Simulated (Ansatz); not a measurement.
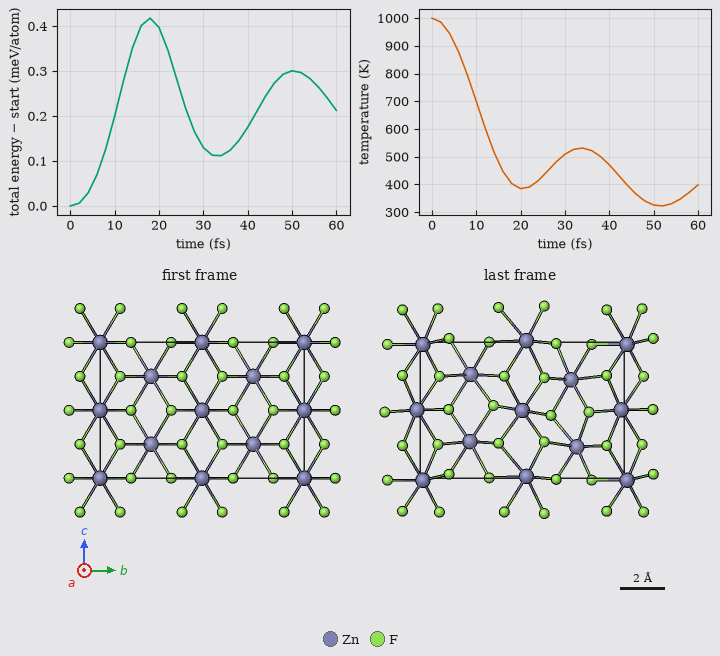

A Born-Oppenheimer molecular dynamics run of a 24-atom cell of ZnF2 (built on the measured structure type), 60 fs long. Style: ball-and-stick. Shown: the simulation cell, along the a axis. Bonds to atoms that aren't drawn are left out.

All numbers below come from DFT, r2SCAN, plane waves, PAW in Ansatz. Settings: plane-wave cutoff 500 eV; k-point mesh 4 × 2 × 2; Fermi-Dirac smearing 0.086 eV; constant energy (NVE); velocities drawn for 1000 K; time step 2 fs.

The input:
```yaml
crystal:
  lattice:
    - [4.7033622534, 0.0, 0.0]
    - [0.0, 9.4067245069, 0.0]
    - [0.0, 0.0, 6.2535764996]
  atoms:
    - { symbol: Zn, position: [0.0, 0.0, 0.0] }
    - { symbol: Zn, position: [0.5, 0.25, 0.25] }
    - { symbol: F, position: [0.3031905517, 0.1515952758, 0.0] }
    - { symbol: F, position: [0.1968094483, 0.4015952758, 0.25] }
    - { symbol: F, position: [0.6968094483, 0.3484047242, 0.0] }
    - { symbol: F, position: [0.8031905517, 0.0984047242, 0.25] }
    - { symbol: Zn, position: [0.0, 0.0, 0.5] }
    - { symbol: Zn, position: [0.5, 0.25, 0.75] }
    - { symbol: F, position: [0.3031905517, 0.1515952758, 0.5] }
    - { symbol: F, position: [0.1968094483, 0.4015952758, 0.75] }
    - { symbol: F, position: [0.6968094483, 0.3484047242, 0.5] }
    - { symbol: F, position: [0.8031905517, 0.0984047242, 0.75] }
    - { symbol: Zn, position: [0.0, 0.5, 0.0] }
    - { symbol: Zn, position: [0.5, 0.75, 0.25] }
    - { symbol: F, position: [0.3031905517, 0.6515952758, 0.0] }
    - { symbol: F, position: [0.1968094483, 0.9015952758, 0.25] }
    - { symbol: F, position: [0.6968094483, 0.8484047242, 0.0] }
    - { symbol: F, position: [0.8031905517, 0.5984047242, 0.25] }
    - { symbol: Zn, position: [0.0, 0.5, 0.5] }
    - { symbol: Zn, position: [0.5, 0.75, 0.75] }
    - { symbol: F, position: [0.3031905517, 0.6515952758, 0.5] }
    - { symbol: F, position: [0.1968094483, 0.9015952758, 0.75] }
    - { symbol: F, position: [0.6968094483, 0.8484047242, 0.5] }
    - { symbol: F, position: [0.8031905517, 0.5984047242, 0.75] }
kpoints:
  mp_grid: { grid: [4, 2, 2] }
hamiltonian:
  xc: r2scan
scf:
  occupations: { method: fermi_dirac, width: 0.086 }
md:
  ensemble: nve
  temperature: 1000
  timestep: 2.0
  n_steps: 30
  initial_velocities: maxwell_boltzmann
  seed: 4867
```

Run as
```bash
ansatz run input.yaml --threads 4 --pin off --max-ram 5529MiB --backend cpu --events-out ev --progress --plain --runs-dir out
```

Is this trajectory numerically sound?

Answer. The total energy stays between 0 and 0.42 meV per atom of its start. A straight-line fit has a slope that amounts to +0.11 meV per atom over 60 fs (0.2 % of the mean kinetic energy), and the ripple about it is 0.4 % of the kinetic energy's fluctuation. With a drift under 2 % and a ripple under 7 %, the integration is accurate. The mean temperature in the second half is 419 K (standard deviation 77 K). The first frame carries almost no forces, so kinetic energy first flows into potential energy: the temperature drops from 1000 to 385 K within 20 fs, and without a thermostat its mean stays below the start. The potential energy is still drifting at the end, so the run hasn't reached equilibrium. The potential energy in the second half lies on average 72.2 meV per atom above the first frame.

Cost: 3.1 min on 4 threads of Intel(R) Xeon(R) Gold 6455B (Sapphire Rapids), on a shared host, peak memory 1.8 GiB.
